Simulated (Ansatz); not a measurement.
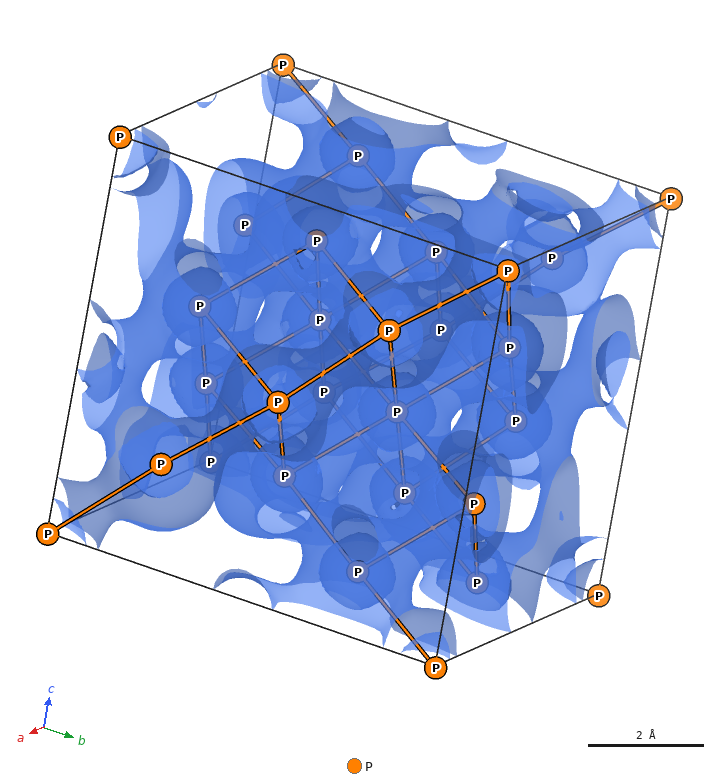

P (cell with a defect). Isosurface of the electron localisation function at 0.65 (blue), seen slightly off an axis. Only the valence region is drawn (cores and ρ < 0.01 e/Å³ removed). Sticks mark near contacts.

Computed without spin polarisation.

The calculation used Ansatz, DFT PBE+D3(BJ), scalar-relativistic, plane waves, PAW.

Core electrons are frozen (PAW), and the valence fields are smoothed inside the atomic spheres.

**What do the ELF domains correspond to?**

The surface consists of one network that runs through the whole crystal, counted in one cell of 19 atoms. Any copies at cell faces, edges or corners count once. There are no localised bonds or lone pairs at this value.

Values along the shortest contacts:
P–P (2.28 Å): the ELF peaks at about 0.90 between the atoms. P–P (2.35 Å): the ELF peaks at about 0.90 between the atoms.

**Does the calculation make it a metal, or give it a gap?**

It is metallic or semimetallic at this level of theory: no gap opens.
